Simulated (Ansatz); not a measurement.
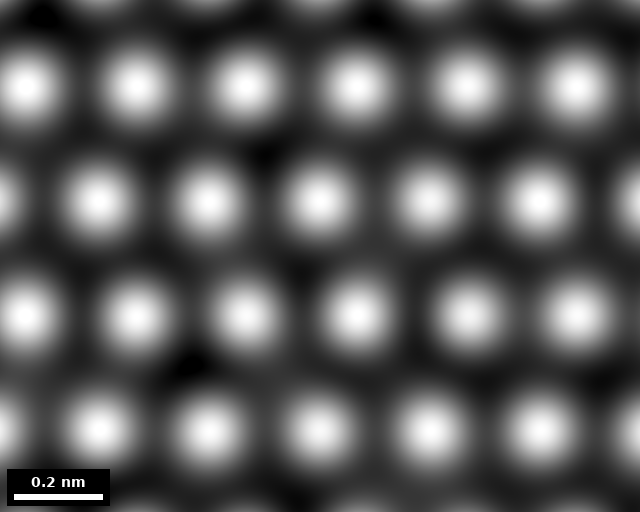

HAADF-like image of Ga (P6_3/mmc, No. 194). The image is simulated as a sum over atoms of Z^1.6, blurred by a 1.30 Å probe (no channelling). The probe carries 25 % of its weight in a tail 2.5 times as wide. The display is stretched by a gamma of 0.8; percentages refer to the linear signal. The speckle of an amorphous layer was added. Structure used: the geometry given to an electronic-structure calculation, possibly off equilibrium; the starting structure was generated, so it need not be a known form of this composition.

```cif
data_structure
_symmetry_space_group_name_H-M 'P6_3/mmc'
_symmetry_Int_Tables_number 194
_cell_length_a 2.8873
_cell_length_b 2.8873
_cell_length_c 5.2095
_cell_angle_alpha 90.000
_cell_angle_beta 90.000
_cell_angle_gamma 120.000
_cell_volume 37.61
loop_
_atom_site_label
_atom_site_type_symbol
_atom_site_symmetry_multiplicity
_atom_site_Wyckoff_symbol
_atom_site_fract_x
_atom_site_fract_y
_atom_site_fract_z
_atom_site_occupancy
Ga1 Ga 2 d 0.33333 0.66667 0.75000 1
```

Which beam direction gives this image, [201], [211], [100] or [311]? (Directions equivalent by symmetry count as one.)

Answer. [100]. The projected cells are 1.93 × 2.68 Å, 111° for [201]; 2.31 × 2.31 Å, 103° for [211]; 2.50 × 5.21 Å, 90° for [100]; 1.80 × 2.25 Å, 91° for [311], and the image repeats as the [100] one does.
